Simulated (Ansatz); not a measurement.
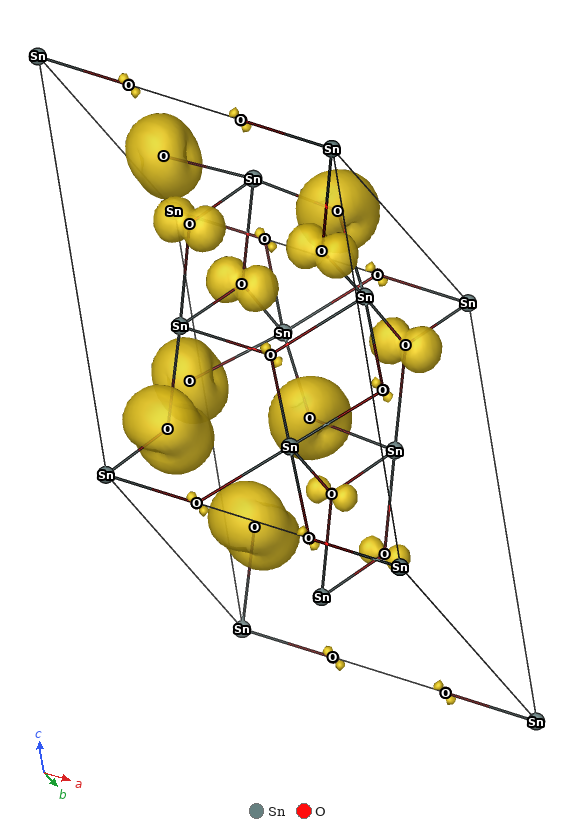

*Sn7O16 (cell charge −1, with a compensating background) (cell with a defect). Isosurface of the spin density at +0.04 e/Å³ (yellow), seen at an oblique angle. Sticks mark near contacts.*

Spin-polarised.

Theory: DFT PBE, scalar-relativistic, plane waves, PAW (Ansatz).

In a PAW calculation such maps are meaningful between the atoms, not at the nuclei.

Question: Where is the spin, and how is it ordered?

Answer: The spin density sits on O: +0.5 μB (×2) and +0.3 μB (×4) in one cell of 23 atoms, with smaller moments on other sites: O (up to +0.09 μB): parallel main moments (a ferromagnetic arrangement) in this solution. The cell of the calculation (23 atoms) carries 3.0 μB of net spin moment.
